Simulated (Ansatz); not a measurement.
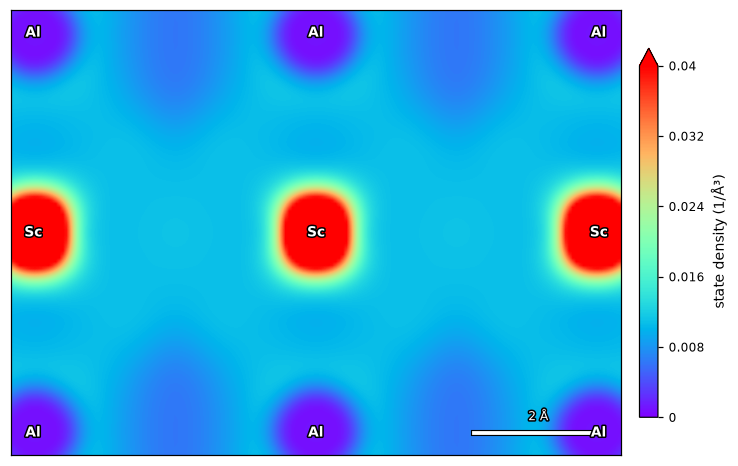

Figure. Sc₃Al. Density of the Kohn–Sham states from −1.2 to 0.0 eV about the Fermi level (the filled states just under the Fermi level), scaled to one electron a cell: a map on the (101) plane of the conventional cell.

Space group Pm-3m; the calculation finds a residual pressure of about −2 GPa at this fixed cell. The cell comes from a database of computed structures, not from a measurement.

Level of theory: DFT PBEsol, scalar-relativistic, plane waves, PAW (Ansatz 0.2.0).

Core electrons are frozen (PAW), so the fields are smoothed inside the atomic spheres.

```cif
data_structure
_symmetry_space_group_name_H-M 'P 1'
_symmetry_Int_Tables_number 1
_cell_length_a 4.4320
_cell_length_b 4.4320
_cell_length_c 4.4320
_cell_angle_alpha 90.000
_cell_angle_beta 90.000
_cell_angle_gamma 90.000
_cell_volume 87.06
loop_
_atom_site_label
_atom_site_type_symbol
_atom_site_fract_x
_atom_site_fract_y
_atom_site_fract_z
_atom_site_occupancy
Sc1 Sc 0.50000 0.00000 0.50000 1
Sc2 Sc 0.00000 0.50000 0.50000 1
Sc3 Sc 0.50000 0.50000 0.00000 1
Al1 Al 0.00000 0.00000 0.00000 1
```

**Which atoms and orbitals make up these states?**

Projected on a minimal set of atomic orbitals (Löwdin), they are Sc 3d (70 %) and Al 3p (20 %).
In space (atomic cells sized by Bader volumes) the density divides as Sc about 70 % and Al about 30 %.
